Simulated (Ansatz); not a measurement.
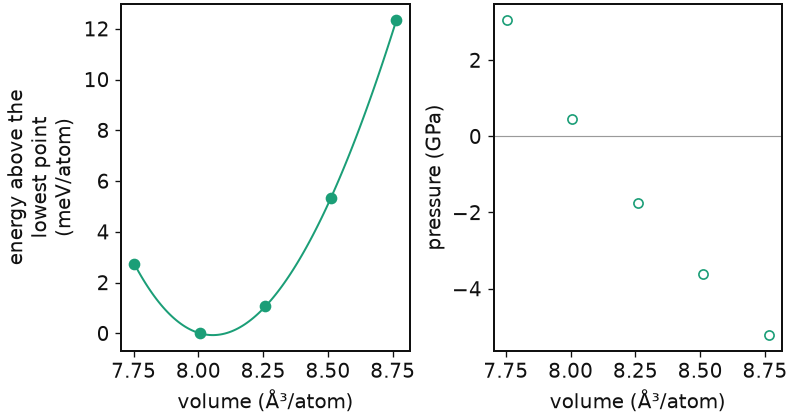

The picture above shows the energy above the lowest point and pressure against volume for LiF, space group Fm-3m (No. 225) (one of a set of cubic test structures, which need not be the stable phase).

Computed with Ansatz 0.2.0 development build: equation of state of a cubic crystal from periodic Kohn-Sham density functional theory without spin, third-order Birch-Murnaghan fit to the free energies; pressure corrected for the finite basis. Level: HSE06.

- structure type: rock salt
- atoms in cell: 2
- space group number: 225
- lattice centring: face-centred primitive
- k mesh: 4×4×4
- occupation method: Fermi–Dirac
- occupation width: 0.05 eV
- wave cutoff: 1050 eV
- datasets: hand-made PAW
- density tolerance: 0 eV
- bands: 9
- density cutoff ratio: 4
- search for lower states: default
- exchange singularity: regularized

### What equilibrium volume and bulk modulus follow from the curve?

A third-order Birch–Murnaghan fit gives V0 = 8.06 Å³/atom, B0 = 73.9 GPa and B′ = 4.2.

### Read off the course of the pressure.

It falls from 3.061 GPa at volume 7.7532 Å³/atom to −5.220 GPa at 8.7645 Å³/atom, and changes sign near 8.06 Å³/atom.

Keep in mind: modest k-mesh, values are not fully converged in k.

The computed values:

| volume (Å³/atom) | energy above the lowest point (meV/atom) | pressure (GPa) |
| --- | --- | --- |
| 7.7532 | 2.7 | 3.061 |
| 8.0060 | 0.0 | 0.460 |
| 8.2588 | 1.1 | −1.748 |
| 8.5117 | 5.3 | −3.625 |
| 8.7645 | 12.4 | −5.220 |
